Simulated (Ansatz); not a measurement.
Hg4Te5 (slab)

```
CELL_PARAMETERS angstrom
4.60452 0.00000 0.00000
0.00000 4.60452 0.00000
0.00000 0.00000 28.02355
ATOMIC_POSITIONS crystal
Te 0.50000 0.00000 0.27098
Hg 0.50000 0.50000 0.32389
Te 0.00000 0.50000 0.38513
Hg 0.00000 0.00000 0.44155
Te 0.50000 0.00000 0.50000
Hg 0.50000 0.50000 0.55845
Te 0.00000 0.50000 0.61487
Hg 0.00000 0.00000 0.67611
Te 0.50000 0.00000 0.72902
```

Built by placing these elements on a known structure type.

Method: DFT PBEsol, scalar-relativistic, plane waves, PAW in Ansatz.

In a PAW calculation such maps are meaningful between the atoms, not at the nuclei.

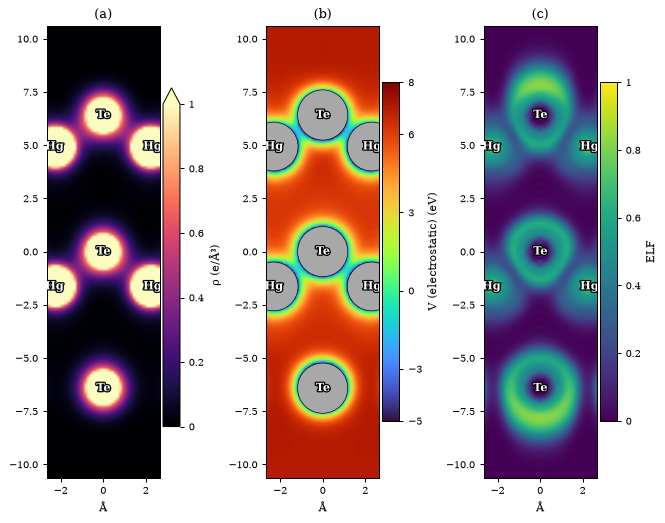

Figure 1. (a) valence charge density (pseudo); (b) electrostatic potential (local pseudopotential plus Hartree) felt by an electron; (c) electron localisation function on the (010) plane of the calculation cell, a cut from vacuum to vacuum. Grey discs cover the atomic cores in the potential map.

Interpret the plot.

- The plane passes through Te and Hg nuclei.
- Hg–Te (2.74 Å): the density is about 0.42 e/Å³ at the midpoint; the ELF is about 0.45 at the midpoint and 0.25 at its lowest between the atoms (no localised pair shows between them).
- The density dies away to nearly zero in the vacuum.
- The ELF also peaks beside Te, away from the bonds: lone-pair regions.
- The features right at Hg lie inside the PAW spheres, where the map follows smoothed inner orbitals and isn't to be read closely.
- Outside the cores the potential energy rises away from the atoms and is highest in the vacuum; its zero is arbitrary.

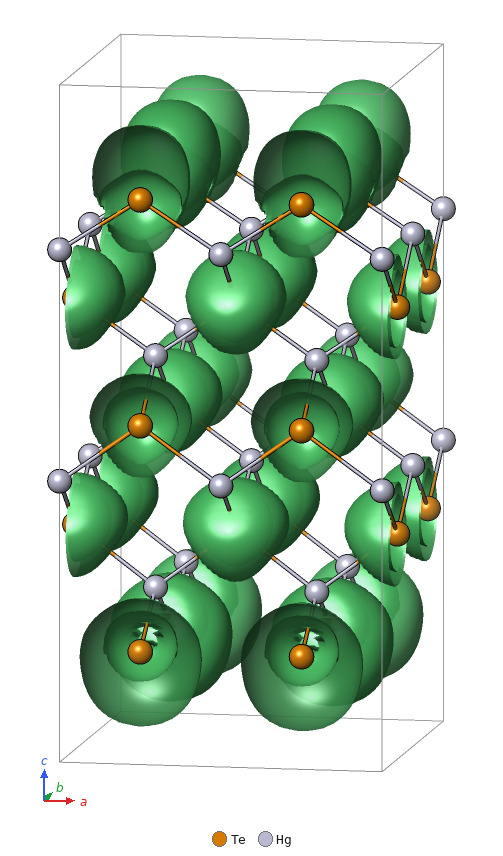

Figure 2. Isosurface of the electron localisation function at 0.55 (green), seen slightly off an axis. Core shells and regions of very low density are left out. Sticks mark near contacts.

Describe the localisation domains.

At this value the surface marks out five regions wrapped around Te (the valence shell of each), counted in one cell of 9 atoms. Counts are for one cell; the picture repeats the cell along the surface.


 Hg–Te (2.79 Å): the ELF is about 0.40 at the midpoint and 0.25 at its lowest between the atoms: no shared electron pair shows on this line.

Metal or insulator at this level of theory?

It is gapless in this calculation (a metal or semimetal).
